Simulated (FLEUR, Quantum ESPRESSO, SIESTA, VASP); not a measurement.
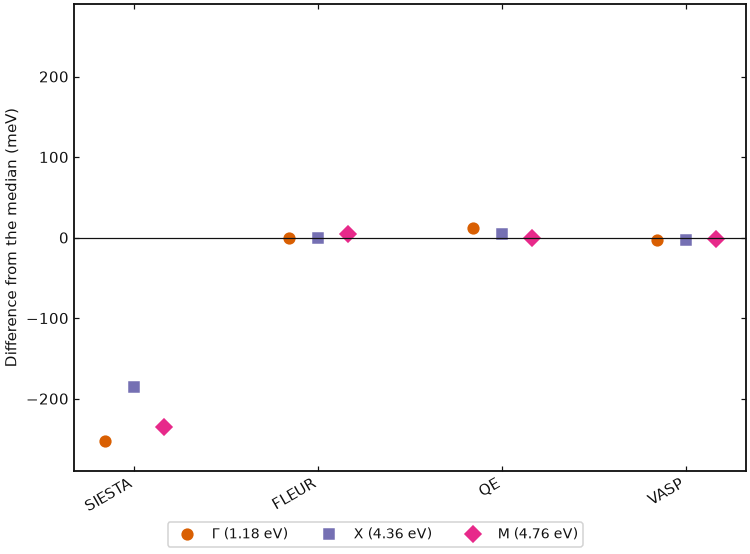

Lowest conduction level at each named k point, counted from the valence-band top at Γ, for rutile-type SnO2, space group P4_2/mnm, 6 atoms in the cell; a = 4.738 Å, c = 3.187 Å (tetragonal axes). Four programs ran PBEsol (no spin polarisation, no spin-orbit coupling) on the same cell and 6×6×8 k mesh. The plot shows each result less the median of the plane-wave and all-electron runs, which the legend gives.

Question: How well do the programs agree?

Answer: The plane-wave and all-electron programs (FLEUR, Quantum ESPRESSO and VASP) agree within 15 meV at these points. SIESTA departs by up to −252 meV (at Γ).

```csv
program,kind,valence electrons,Γ (eV),X (eV),M (eV)
SIESTA,local basis,52,0.928,4.178,4.521
FLEUR,all-electron,–,1.180,4.363,4.760
Quantum ESPRESSO,plane waves,52,1.192,4.367,4.756
VASP,plane waves,52,1.177,4.360,4.754
```

Settings. PseudoDojo 0.4 standard (PBEsol files), Fermi-Dirac smearing of 0.05 eV (SIESTA). all-electron, Fermi-Dirac smearing of 0.05 eV (FLEUR). GBRV 1.5 PBEsol, 925 eV cutoff, Fermi-Dirac smearing of 0.05 eV (Quantum ESPRESSO). VASP PAW PBE potentials, release 64 (Sn_d, O), 520 eV cutoff, Fermi-Dirac smearing of 0.05 eV (VASP).

LDA, GGA and most meta-GGA functionals understate gaps. VASP: the PAW data sets were made with another functional. SIESTA: the basis of atomic orbitals isn't converged, which shifts gaps and empty levels.
